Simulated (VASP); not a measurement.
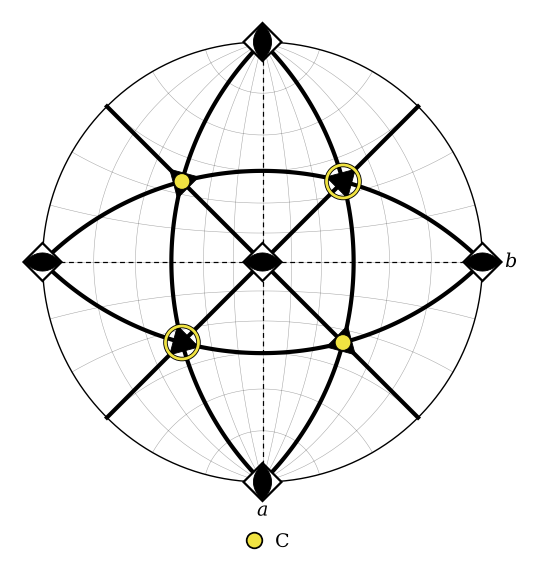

Directions from one silicon atom at (0, 0, 0) to its bonded neighbours, in stereographic projection down c (filled: above the plane of the page or in it, open: below). Crystal: SiC, the end point of a relaxation with VASP Kohn-Sham DFT of a periodic cell, PBEsol, VASP PAW PBE potentials, recommended in VASP. All values are computed from the atomic coordinates in the standard setting (tolerance 0.002 Å).

Neighbours are counted up to 2.17 Å for C. The symmetry elements of the site are drawn in: heavy lines are mirror planes (a heavy rim: a mirror in the plane of the page); lens, triangle, square and hexagon are 2-, 3-, 4- and 6-fold axes, a lens in an open square is −4, a triangle in an open hexagon −6; thin dashed diameters join the ends of axes that lie in the page; a small open circle marks inversion.

```
CELL_PARAMETERS angstrom
4.35800 0.00000 0.00000
0.00000 4.35800 0.00000
0.00000 0.00000 4.35800
ATOMIC_POSITIONS crystal
Si 0.00000 0.00000 0.00000
C 0.25000 0.25000 0.25000
Si 0.00000 0.50000 0.50000
C 0.25000 0.75000 0.75000
Si 0.50000 0.00000 0.50000
C 0.75000 0.25000 0.75000
Si 0.50000 0.50000 0.00000
C 0.75000 0.75000 0.25000
```

**How many neighbours are there, and at what angles?**

4: 4 C at 1.89 Å. Angles between bonds: 109° (6×).

**What is the site's symmetry in the crystal?**

Point group -43m (Td), order 24: three −4 axes, four threefold axes, six mirror planes. In F-43m (No. 216) this is Wyckoff position 4a.
